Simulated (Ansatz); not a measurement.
**A series of single points on CdS**

System: CdS (P6₃mc, 4 atoms in the cell).
Method: Kohn-Sham DFT of a periodic cell, BLYP, Ansatz PAW, no spin polarisation (Ansatz 0.2.0).

The 6 runs differ only in the geometry, by an even scaling of the cell at fixed fractional positions. The structure derives from an entry of the Crystallography Open Database.

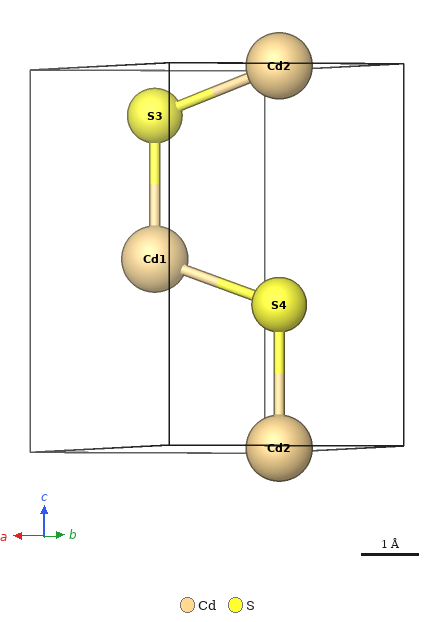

Figure 1. The structure of run 4 (ball-and-stick view of the cell of the calculation, seen at an oblique angle; atoms are numbered from 1 in the order of the input).

## Input of run 4
```yaml
crystal:
  lattice:
    - [4.15, 0.0, 0.0]
    - [-2.075, 3.5940054257, 0.0]
    - [0.0, 0.0, 6.737]
  atoms:
    - { symbol: Cd, position: [0.6666666667, 0.3333333333, 0.5] }
    - { symbol: Cd, position: [0.3333333333, 0.6666666667, 0.0] }
    - { symbol: S, position: [0.6666666667, 0.3333333333, 0.875] }
    - { symbol: S, position: [0.3333333333, 0.6666666667, 0.375] }
hamiltonian:
  xc: blyp
  pseudopotentials: { kind: paw }
kpoints:
  mp_grid: { grid: [7, 7, 4] }
scf:
  occupations: { method: fermi_dirac, width: 0.05 }
output:
  forces: true
  stress: true
  eigenvalues: true
```

Command:
```bash
ansatz run input.yaml --threads 2 --pin off --max-ram 5120MiB --backend cpu --events-out ev --progress --plain --runs-dir out
```

Run 5 differs from it as follows:
```diff
-    - [4.15, 0.0, 0.0]
-    - [-2.075, 3.5940054257, 0.0]
-    - [0.0, 0.0, 6.737]
+    - [4.2046115259, 0.0, 0.0]
+    - [-2.1023057629, 3.6413003944, 0.0]
+    - [0.0, 0.0, 6.8256549035]
```

## Results, with one run withheld

```tsv
run	volume per atom (Å³)	free energy per atom, from the lowest run given (meV)	pressure (GPa)	gap on the mesh (eV)
1	23.614	103.01	10.13	1.29
2	24.116	74.11	8.34	1.24
3	24.618	50.55	6.72	1.19
4	25.121	31.81	5.26	1.14
5	26.126	?	?	?
6	26.628	0.00	1.69	0.99
```

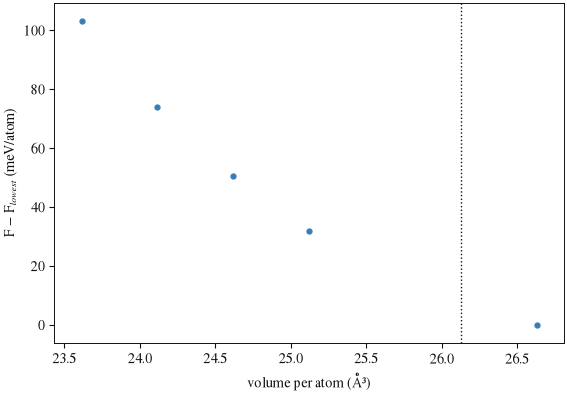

Figure 2. Free energy per atom of the runs given; the dotted line marks run 5.

Estimate the energy of run 5 from the others.

A cubic polynomial in V^(−2/3) (the Birch–Murnaghan form), fitted to the 5 runs given, misses them by at most 0.01 meV per atom. With x = V^(−2/3) − 0.11764 Å⁻², it reads F = 43.869 + 12265 x + 7.914e+05 x² + 2.1894e+06 x³ (meV per atom). At run 5 it gives 6.95 meV per atom, and the run itself gives 6.94. The slope of the fit gives a pressure −dF/dV of 2.76 GPa there, and the run prints 2.76 GPa. The fit has no minimum inside this range. The gap on the mesh goes, without turning, from 1.29 eV in run 1 to 0.99 eV in run 6; run 5 has 1.04 eV. These are gaps of this functional on this mesh, which can miss the band edges; they aren't the measured gap.

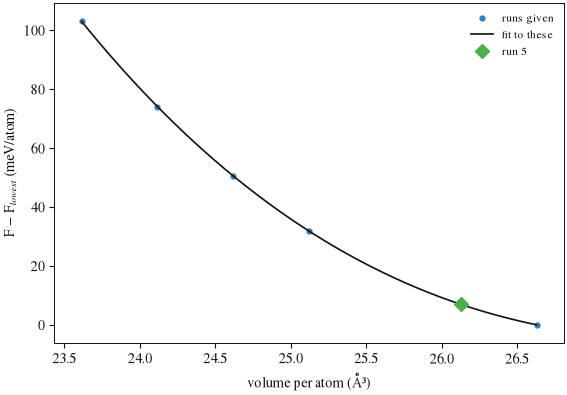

Figure 3. The fit and the withheld run.

## Output, shortened to warnings, some set-up lines, iterations and results (run 5)
```
Basis set: ecut = 420 eV, 1997 PW (Γ), exchange–correlation on 60×60×96 points (8 copies of the dense FFT grid, shifted against one another)
Symmetry: 12 space group operations
k-points: 24 of 196 (time reversal used)
Initial density: superposition of atomic densities (neutral atoms: chi_scale 0, normalization atom), corrected by the library's trained network
[...]
SCF iter   1: F=—  HF=-18356.188676 eV  |F-HF|=—  |Δ(HF+E_count)|=         —  Δρ=5.42e-3  dr2=3.25e-2  ethr=1.77e-3  ⟨swp⟩=6.2  Hψ=3048  notcnv=0
SCF iter   2: F=—  HF=-18356.180858 eV  |F-HF|=—  |Δ(HF+E_count)|=   7.82e-3  Δρ=2.02e-3  dr2=3.33e-3  ethr=6.24e-5  ⟨swp⟩=2.0  Hψ=1194  notcnv=0  defer=31
SCF iter   3: F=—  HF=-18356.180219 eV  |F-HF|=—  |Δ(HF+E_count)|=   6.39e-4  Δρ=6.47e-4  dr2=3.66e-4  ethr=6.41e-6  ⟨swp⟩=2.0  Hψ=1159  notcnv=0  defer=12
SCF iter   4: F=—  HF=-18356.180176 eV  |F-HF|=—  |Δ(HF+E_count)|=   4.30e-5  Δρ=8.33e-5  dr2=1.09e-5  ethr=7.04e-7  ⟨swp⟩=2.0  Hψ=1154  notcnv=0  defer=12
SCF iter   5: F=—  HF=-18356.180228 eV  |F-HF|=—  |Δ(HF+E_count)|=   5.20e-5  Δρ=3.97e-5  dr2=1.27e-6  ethr=2.10e-8  ⟨swp⟩=2.0  Hψ=1112  notcnv=0  defer=12
SCF iter   6: F=—  HF=-18356.180229 eV  |F-HF|=—  |Δ(HF+E_count)|=   7.43e-7  Δρ=1.24e-5  dr2=1.28e-7  ethr=2.44e-9  ⟨swp⟩=2.0  Hψ=1298  notcnv=0  defer=12
SCF iter   7: F=-18356.180229 eV  HF=-18356.180229 eV  |F-HF|=3.93e-9  |Δ(HF+E_count)|=  7.42e-10  Δρ=1.76e-6  dr2=4.74e-9  ethr=1.92e-10  ⟨swp⟩=6.7  Hψ=2722  notcnv=0
SCF 1 converged in 7 iterations: F = -18356.180229 eV  dr2 = 4.74e-9
SCF converged after 7 iterations
Free energy (F): -18356.180229 eV
Harris-Foulkes:  -18356.180229 eV  (|F-HF|=3.93e-9)
Internal energy: -18356.180228 eV  (E = F + TS)
E sigma→0 (E₀):  -18356.180228 eV
Entropy (-TS):   -0.000001 eV (-0.000 meV/atom)
Fermi energy:    7.109923 eV
--- Per-component energies (eV) ---
  E_band       = -1026.648328
  E_kinetic    = 1224.922130
  E_local      = -8186.526414  (includes V_loc(G=0)·N_el)
  E_nonlocal   = 120.177785
  E_hartree    = 3753.440243
  E_xc         = -542.057934
  E_vxc        = -607.671077  (∫ρ·V_xc dr)
  E_paw        = -9413.849508  (= ΣΔE_a)
  E_vpaw       = -1084.426841  (= ΣTr[D̂ρ^β])
  E_aug_tail   = 0.000029  (compensation charges beyond the density's cutoff)
  E_ewald      = -5312.483115
  E_core_change = 0.196556  (= ΣΔE_core)
  E_smearing   = -0.000001  (= −TS)
  E_closure    = -0.000000  (closes the sum)
  Σ components = -18356.180229   (vs F -18356.180229, Δ=0.00e0)
--- Forces (eV/Å), atoms counted from 1 ---
  atom   1  Cd     0.00000000    -0.00000000    -0.05841217
  atom   2  Cd    -0.00000000     0.00000000    -0.05841217
  atom   3  S      0.00000000     0.00000000     0.05841831
  atom   4  S     -0.00000000    -0.00000000     0.05841831
  max |Σ_I F_I| component: 1.23e-5 eV/Å
--- Stress (GPa, compression-positive) ---
        2.531826      -0.000000       0.000000
       -0.000000       2.531826       0.000000
        0.000000       0.000000       3.207443
  P = ⅓ Tr σ = 2.7570 GPa (27.570 kbar)
```

Notes: Points of doubt noted for this run: forces on files of another functional.
